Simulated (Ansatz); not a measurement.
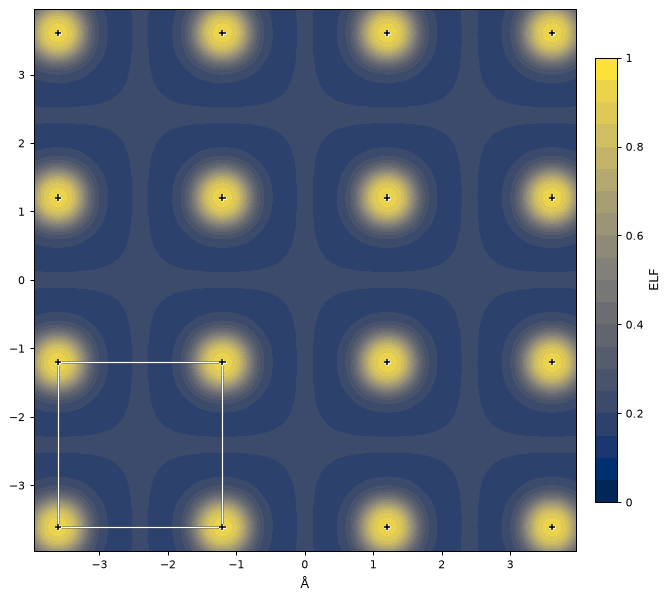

The electron localisation function on a plane through atoms (crosses mark nuclei in the plane).

Theory: DFT, PBE, plane waves (420 eV) with PAW, scalar-relativistic in Ansatz.

Candidates:
A. Cu, a = 2.41 Å, b = 2.41 Å, c = 2.41 Å, α = 90.00°, β = 90.00°, γ = 90.00°. Space group Pm-3m; set up as Cu, simple cubic; a generated structure, not necessarily the stable one; computed without spin polarisation.
B. Ge, a = 2.71 Å, b = 2.71 Å, c = 2.71 Å, α = 90.00°, β = 90.00°, γ = 90.00°. Space group Pm-3m; set up as Ge, simple cubic; a generated structure, not necessarily the stable one.

Which system is this?

Answer. Candidate A: Cu on the (100) plane of the conventional cell, which holds Cu. Cu–Cu (2.41 Å): the ELF is about 0.20 at the midpoint; no localised pair shows between them.
